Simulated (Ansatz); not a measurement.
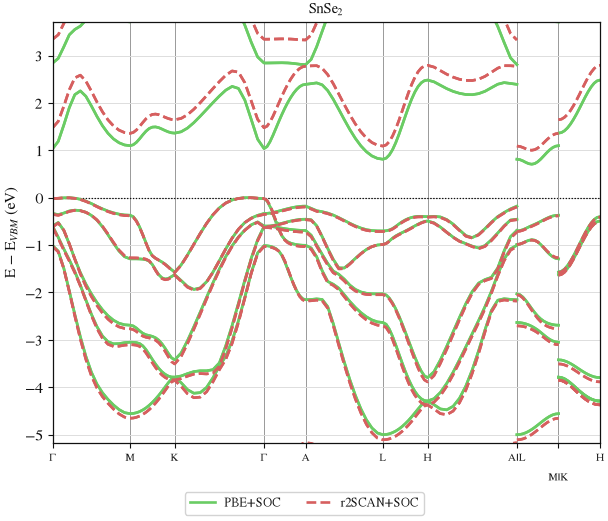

Band structures of CdI2-type SnSe2, space group P-3m1 (No. 164), 3 atoms in the cell (a = 3.811 Å, c = 6.136 Å (hexagonal axes)), by two methods on the same cell. Each is counted from its own valence-band top.

**How do the methods compare?**

PBE+SOC gives a gap of 0.71 eV along the path and r2SCAN+SOC gives a gap of 1.00 eV along the path. Over the top 3 filled bands the two differ by 0.01 eV on average.

Settings. PBE+SOC: Ansatz PAW, spin-orbit coupling, no magnetisation, 6×6×4 k mesh, 420 eV cutoff, Fermi-Dirac smearing of 0.05 eV (Ansatz 0.2.0). r2SCAN+SOC: Ansatz PAW, spin-orbit coupling, no magnetisation, 6×6×4 k mesh, 500 eV cutoff, Fermi-Dirac smearing of 0.05 eV (Ansatz 0.2.0).

The cell is at 4 GPa in r2SCAN+SOC and 6 GPa in PBE+SOC. LDA, GGA and most meta-GGA functionals understate gaps. r2SCAN+SOC: the PAW data sets were made with another functional.
